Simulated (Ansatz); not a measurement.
**What a change does: single-point calculation on C**

System: C (R-3m, 10 atoms in the cell).
Method of the first run: DFT, PBEsol, dispersion d3bjatm, plane waves, PAW, no spin polarisation (Ansatz 0.2.0).

The structure derives from an entry of the Crystallography Open Database. Text and figures count atoms from 1; the logs count them from 0 in places.

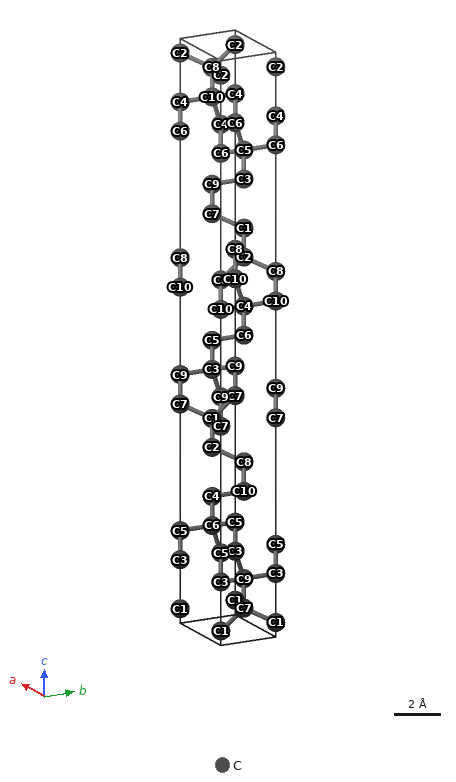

The structure as given in the input (ball-and-stick view of the cell 3 times as large as that of the calculation, set on its symmetry axes, seen at an oblique angle; atoms are numbered from 1 in the order of the input). An atom can appear more than once, as a periodic image.

**Input file, the first run**
```yaml
crystal:
  lattice:
    - [1.2534231687, 0.7236642039, 10.3165783492]
    - [-1.2534231687, 0.7236642039, 10.3165783492]
    - [0.0, -1.4473284077, 10.3165783492]
  atoms:
    - { symbol: C, position: [0.0248215789, 0.0248215789, 0.0248215789] }
    - { symbol: C, position: [0.9751784211, 0.9751784211, 0.9751784211] }
    - { symbol: C, position: [0.1086886328, 0.1086886328, 0.1086886328] }
    - { symbol: C, position: [0.8913113672, 0.8913113672, 0.8913113672] }
    - { symbol: C, position: [0.158365367, 0.158365367, 0.158365367] }
    - { symbol: C, position: [0.841634633, 0.841634633, 0.841634633] }
    - { symbol: C, position: [0.374863656, 0.374863656, 0.374863656] }
    - { symbol: C, position: [0.625136344, 0.625136344, 0.625136344] }
    - { symbol: C, position: [0.4253184939, 0.4253184939, 0.4253184939] }
    - { symbol: C, position: [0.5746815061, 0.5746815061, 0.5746815061] }
basis:
  ecutwfc: 420
kpoints:
  mp_grid: { grid: [12, 12, 12] }
hamiltonian:
  xc: pbesol
  dispersion: d3bjatm
scf:
  occupations: { method: gaussian, width: 0.02 }
output:
  forces: true
  eigenvalues: true
  stress: true
```

Launched with:
```bash
ansatz run input.yaml --threads 2 --pin off --max-ram 5120MiB --backend cpu --events-out ev --progress --plain --runs-dir out
```

Hardware: 2 threads of Intel Xeon (Granite Rapids), 32 GiB of memory available, shared host.

**Output, shortened to warnings, some set-up lines, iterations and results (the first run)**
```
Basis set: ecut = 420 eV, 1109 PW (Γ), FFT grids on a1−a3, a2−a3, a3, exchange–correlation on 36×36×144 points (8 copies of the dense FFT grid, shifted against one another)
Symmetry: 12 space group operations
k-points: 189 of 1728
Initial density: superposition of atomic densities (neutral atoms: chi_scale 0, normalization atom), corrected by the library's trained network
[...]
SCF iter   1: F=—  HF=-2467.778541 eV  |F-HF|=—  |Δ(HF+E_count)|=         —  Δρ=7.01e-3  dr2=2.41e-2  ethr=1.77e-3  ⟨swp⟩=6.1  Hψ=26637  notcnv=0  defer=29
SCF iter   2: F=—  HF=-2467.771093 eV  |F-HF|=—  |Δ(HF+E_count)|=   7.45e-3  Δρ=2.71e-3  dr2=3.11e-3  ethr=6.02e-5  ⟨swp⟩=2.8  Hψ=12096  notcnv=0  defer=659
SCF iter   3: F=—  HF=-2467.770288 eV  |F-HF|=—  |Δ(HF+E_count)|=   8.05e-4  Δρ=4.59e-4  dr2=1.80e-4  ethr=7.79e-6  ⟨swp⟩=2.5  Hψ=9533  notcnv=0  defer=470
SCF iter   4: F=—  HF=-2467.770250 eV  |F-HF|=—  |Δ(HF+E_count)|=   3.78e-5  Δρ=1.53e-4  dr2=4.01e-6  ethr=4.50e-7  ⟨swp⟩=2.0  Hψ=7368  notcnv=0  defer=470
SCF iter   5: F=—  HF=-2467.770257 eV  |F-HF|=—  |Δ(HF+E_count)|=   7.47e-6  Δρ=1.39e-5  dr2=6.59e-8  ethr=1.00e-8  ⟨swp⟩=2.8  Hψ=8892  notcnv=0  defer=470
SCF iter   6: F=-2467.770257 eV  HF=-2467.770257 eV  |F-HF|=6.04e-10  |Δ(HF+E_count)|=  5.00e-10  Δρ=3.60e-6  dr2=2.44e-9  ethr=1.65e-10  ⟨swp⟩=6.0  Hψ=21190  notcnv=0
SCF 1 converged in 6 iterations: F = -2467.770257 eV  dr2 = 2.44e-9
SCF converged after 6 iterations
Free energy (F): -2467.770257 eV
Harris-Foulkes:  -2467.770257 eV  (|F-HF|=6.04e-10)
Internal energy: -2467.770257 eV  (E = F + TS)
E sigma→0 (E₀):  -2467.770257 eV
Fermi energy:    15.775868 eV
--- Per-component energies (eV) ---
  E_band       = 176.128010
  E_kinetic    = 923.035576
  E_local      = -606.470698  (includes V_loc(G=0)·N_el)
  E_nonlocal   = 267.596502
  E_hartree    = 131.771154
  E_xc         = -484.587903
  E_vxc        = -603.462353  (∫ρ·V_xc dr)
  E_paw        = -953.569125  (= ΣΔE_a)
  E_vpaw       = -68.113247  (= ΣTr[D̂ρ^β])
  E_aug_tail   = 0.000088  (compensation charges beyond the density's cutoff)
  E_ewald      = -1744.599899
  E_disp       = -1.156956  (pairwise vdW)
  E_core_change = 0.211005  (= ΣΔE_core)
  E_smearing   = -0.000000  (= −TS)
  E_closure    = 0.000000  (closes the sum)
  Σ components = -2467.770257   (vs F -2467.770257, Δ=0.00e0)
--- Forces (eV/Å), atoms counted from 1 ---
  atom   1  C     -0.00000000    -0.00000000    -0.00035822
  atom   2  C      0.00000000     0.00000000     0.00035822
  atom   3  C     -0.00000000     0.00000000     0.00030090
  atom   4  C      0.00000000    -0.00000000    -0.00030090
  atom   5  C      0.00000000     0.00000000     0.00017082
  atom   6  C     -0.00000000    -0.00000000    -0.00017082
  atom   7  C      0.00000000     0.00000000    -0.00000738
  atom   8  C     -0.00000000    -0.00000000     0.00000738
  atom   9  C      0.00000000     0.00000000     0.00025190
  atom  10  C     -0.00000000    -0.00000000    -0.00025190
  max |Σ_I F_I| component: 9.25e-18 eV/Å
--- Stress (GPa, compression-positive) ---
       -2.921060       0.000000       0.000000
        0.000000      -2.921060       0.000000
        0.000000       0.000000      -2.918288
  P = ⅓ Tr σ = -2.9201 GPa (-29.201 kbar)
```

For the second run the input was changed thus:
```diff
-  dispersion: d3bjatm
+  convergence: { dr2_threshold: 1.0e-05 }
```

How does the second run compare with the first run?

The total energies belong to different models, so their difference says nothing on which is more stable or more accurate. The pressure goes from −2.92 to 0.00 GPa. The dispersion correction adds attraction between all atoms, which pulls the cell inwards and lowers the pressure. The number of SCF iterations is the same.

**Output, shortened to warnings, some set-up lines, iterations and results (the second run)**
```
Warning: scf.convergence.dr2_threshold = 1e-5 eV is looser than this run's default, which is 1e-7 eV or tighter. The error in the forces grows as the threshold's square root, so leave the key out unless less accurate forces are enough
Warning: output.stress: scf.convergence.dr2_threshold = 1e-5 eV is looser than the 1e-9 eV advised for a printed stress (1e-10 eV for each atom of the cell: 10). What an SCF threshold leaves in a stress goes as its square root, and in the free energy as the threshold itself, and one threshold admits the most on a small cell: of the crystals measured, under no hybrid functional and no lock of the …
Basis set: ecut = 420 eV, 1109 PW (Γ), FFT grids on a1−a3, a2−a3, a3, exchange–correlation on 36×36×144 points (8 copies of the dense FFT grid, shifted against one another)
Symmetry: 12 space group operations
k-points: 189 of 1728
Initial density: superposition of atomic densities (neutral atoms: chi_scale 0, normalization atom), corrected by the library's trained network
[...]
SCF iter   1: F=—  HF=-2466.621585 eV  |F-HF|=—  |Δ(HF+E_count)|=         —  Δρ=7.01e-3  dr2=2.41e-2  ethr=1.77e-3  ⟨swp⟩=6.1  Hψ=26637  notcnv=0  defer=29
SCF iter   2: F=—  HF=-2466.614137 eV  |F-HF|=—  |Δ(HF+E_count)|=   7.45e-3  Δρ=2.71e-3  dr2=3.11e-3  ethr=6.02e-5  ⟨swp⟩=2.8  Hψ=12096  notcnv=0  defer=659
SCF iter   3: F=—  HF=-2466.613336 eV  |F-HF|=—  |Δ(HF+E_count)|=   8.01e-4  Δρ=4.59e-4  dr2=1.80e-4  ethr=7.79e-6  ⟨swp⟩=2.5  Hψ=9534  notcnv=0  defer=470
SCF iter   4: F=-2466.613301 eV  HF=-2466.613299 eV  |F-HF|=2.09e-6  |Δ(HF+E_count)|=   3.75e-5  Δρ=1.53e-4  dr2=4.01e-6  ethr=4.49e-7  ⟨swp⟩=2.0  Hψ=7370  notcnv=0  defer=470
SCF iter   5: F=-2466.613301 eV  HF=-2466.613301 eV  |F-HF|=2.26e-8  |Δ(HF+E_count)|=   2.64e-6  Δρ=1.38e-5  dr2=6.50e-8  ethr=1.00e-8  ⟨swp⟩=2.8  Hψ=8866  notcnv=0  defer=470
SCF iter   6: F=-2466.613301 eV  HF=-2466.613301 eV  |F-HF|=5.83e-10  |Δ(HF+E_count)|=  2.92e-10  Δρ=3.58e-6  dr2=2.40e-9  ethr=1.63e-10  ⟨swp⟩=4.9  Hψ=18175  notcnv=0
SCF 1 converged in 6 iterations: F = -2466.613301 eV  dr2 = 2.40e-9
SCF converged after 6 iterations
Free energy (F): -2466.613301 eV
Harris-Foulkes:  -2466.613301 eV  (|F-HF|=5.83e-10)
Internal energy: -2466.613301 eV  (E = F + TS)
E sigma→0 (E₀):  -2466.613301 eV
Fermi energy:    15.775868 eV
--- Per-component energies (eV) ---
  E_band       = 176.128011
  E_kinetic    = 923.035574
  E_local      = -606.470703  (includes V_loc(G=0)·N_el)
  E_nonlocal   = 267.596510
  E_hartree    = 131.771153
  E_xc         = -484.587903
  E_vxc        = -603.462353  (∫ρ·V_xc dr)
  E_paw        = -953.569126  (= ΣΔE_a)
  E_vpaw       = -68.113249  (= ΣTr[D̂ρ^β])
  E_aug_tail   = 0.000088  (compensation charges beyond the density's cutoff)
  E_ewald      = -1744.599899
  E_core_change = 0.211005  (= ΣΔE_core)
  E_smearing   = -0.000000  (= −TS)
  E_closure    = -0.000000  (closes the sum)
  Σ components = -2466.613301   (vs F -2466.613301, Δ=0.00e0)
--- Forces (eV/Å), atoms counted from 1 ---
  atom   1  C     -0.00000000    -0.00000000    -0.00020845
  atom   2  C      0.00000000     0.00000000     0.00020845
  atom   3  C     -0.00000000    -0.00000000    -0.00000427
  atom   4  C      0.00000000     0.00000000     0.00000427
  atom   5  C      0.00000000     0.00000000     0.00017691
  atom   6  C     -0.00000000    -0.00000000    -0.00017691
  atom   7  C      0.00000000    -0.00000000    -0.00018760
  atom   8  C     -0.00000000     0.00000000     0.00018760
  atom   9  C      0.00000000     0.00000000     0.00019251
  atom  10  C     -0.00000000    -0.00000000    -0.00019251
  max |Σ_I F_I| component: 9.25e-18 eV/Å
--- Stress (GPa, compression-positive) ---
       -0.002266       0.000000       0.000000
        0.000000      -0.002266       0.000000
        0.000000       0.000000       0.001469
  P = ⅓ Tr σ = -0.0010 GPa (-0.010 kbar)
```

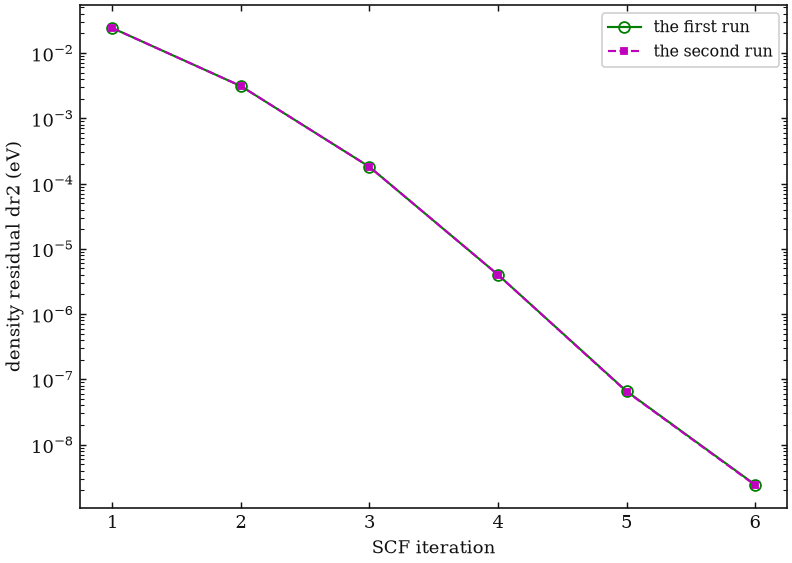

Convergence of the two runs: density residual dr2 against the SCF iteration. The first run takes 6 iterations in all, and the second run takes 6.

**The two runs side by side**

| quantity | the first run | the second run |
| --- | --- | --- |
| outcome | converged | converged |
| free energy per atom (eV) | −246.7770 | −246.6613 |
| gap on the mesh (eV) | 4.38 | 4.38 |
| pressure (GPa) | −2.92 | 0.00 |
| largest force (eV/Å) | 0.000 | 0.000 |
| SCF iterations | 6 | 6 |
| irreducible k-points | 189 | 189 |
| plane waves at Γ | 1109 | 1109 |
| wall time (shared host) | 4.5 s | 3.9 s |

For the second run: These settings are looser than, or depart from, a standard set-up, so the numbers are not reference values for this system. Warnings: the SCF threshold is loose for the printed forces; the SCF threshold is looser than advised for the printed stress. So coarse a mesh can miss the band edges, so the true gap of this method can be much smaller, or zero.
